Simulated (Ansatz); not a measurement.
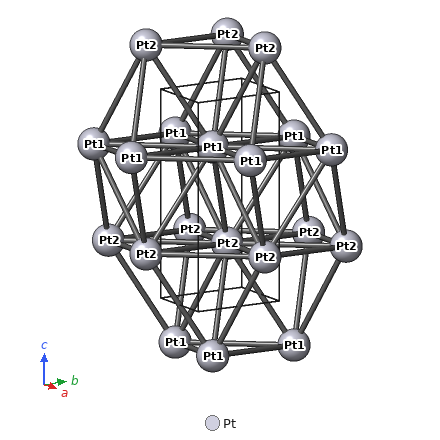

Three computed energy maps of cells of Pt. The picture above is the structure of the first map.

Map 1

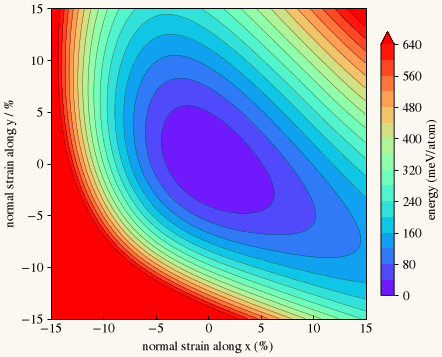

Pt (P6_3/mmc, No. 194; 2 atoms in the cell). The energy is mapped over two homogeneous strains (x along [1 0 0], y along [1 2 0], z along [0 0 1] of the conventional cell). The first coordinate is: normal strain along x; the second: normal strain along y. Nothing is relaxed (fractional coordinates fixed). The grid has 7 × 7 points. Points are written as (first, second). All energies are given in meV/atom relative to the lowest grid point. Computed with Ansatz, DFT PBE, scalar-relativistic, plane waves, PAW. Settings: cutoff 420 eV, k-mesh 18×18×10 in the order of the run's cell vectors, gaussian smearing 0.15 eV, no spin polarisation.

The picture shows filled contours, one colour for all values above the top of the scale. Between grid points the surface is interpolated.

Map 2

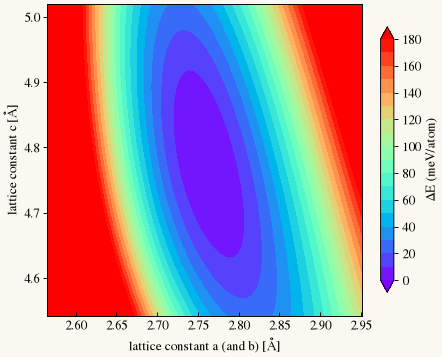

Pt (P6_3/mmc, No. 194; 2 atoms in the cell). 
- The energy is mapped over the lattice constants a and c of the conventional cell.
- Coordinates scanned: (1) lattice constant a (and b); (2) lattice constant c.
- Nothing is relaxed (symmetry fixes all fractional coordinates).
- The grid has 9 × 9 points.
- Points are written as (first, second).
- Energies: meV/atom, counted from the lowest grid point.
- This map comes from Ansatz 0.2.0, DFT PBE, scalar-relativistic, plane waves, PAW. Settings: cutoff 420 eV, k-mesh 18×18×10 in the order of the run's cell vectors, gaussian smearing 0.15 eV, no spin polarisation.

The picture shows filled contours, one colour for all values above the top of the scale. Between grid points the surface is interpolated.

Map 3

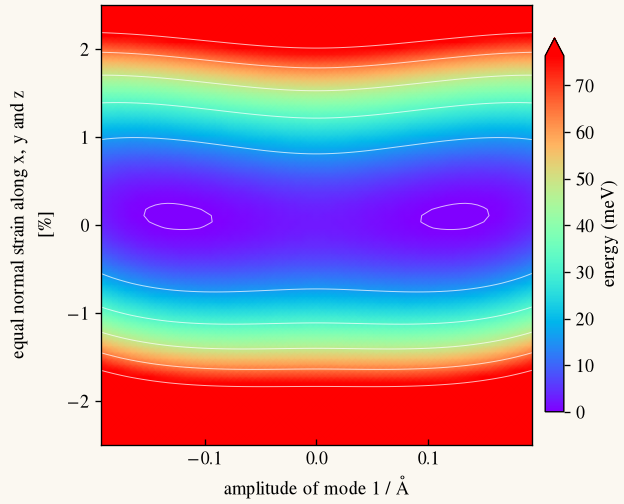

Pt (P6_3/mmc, No. 194; 2 atoms in the cell). The energy is mapped over a normal mode and a strain (zone-centre modes of the 2-atom cell of this scan) (x along [1 0 0], y along [1 2 0], z along [0 0 1] of the conventional cell). First axis: amplitude of mode 1 (24i cm⁻¹), largest displacement in the unstrained cell. Second axis: equal normal strain along x, y and z. Nothing is relaxed (the pattern is fixed in fractional coordinates). The grid has 5 × 5 points; 15 points were computed and 10 follow by symmetry. Points are written as (first, second). Energies are in meV per cell, from the lowest grid point. The calculation used DFT PBE, scalar-relativistic, plane waves, PAW in Ansatz. Settings: cutoff 420 eV, k-mesh 18×18×10 in the order of the run's cell vectors, gaussian smearing 0.15 eV, no spin polarisation.

In the figure: a smooth colour map with a few white contour lines, one colour for all values above the top of the scale. Between grid points the surface is interpolated.

Question: Summarise the maps one by one.

Answer: Map 1: The lowest grid point is at (0 %, 0 %). It is the only kind of minimum in the scanned range. The highest grid point, (−15 %, −15 %), lies 2693 meV/atom above the lowest. Round the minimum the valley is somewhat tilted: raising normal strain along x shifts the best value of normal strain along y downwards (coupling k₁₂/√(k₁₁k₂₂) about 0.5).
Map 2: The lowest grid point is at (2.759 Å, 4.781 Å). No other kind of well shows on this grid. The highest grid point, (2.565 Å, 4.542 Å), lies 601 meV/atom above the lowest.
Map 3: The lowest grid point is at (−0.097 Å, 0.00 %); the map holds 2 wells of about this depth. The reference structure, at (0.000 Å, 0.00 %), is a saddle of this map. It is the only kind of minimum in the scanned range. The highest grid point, (−0.193 Å, −2.50 %), lies 177 meV above the lowest. The reference (P6_3/mmc) is not the lowest structure on this map: a distortion lowers the energy (space group P2_1/m at the lowest grid point).

Question: Maps 1, 2, 3 start from a relaxed reference structure. Do they show a way to lower its energy?

Answer: Yes. In map 3 the point (−0.097 Å, 0.00 %) lies 2.6 meV below the reference. Elsewhere the reference is the lowest point.
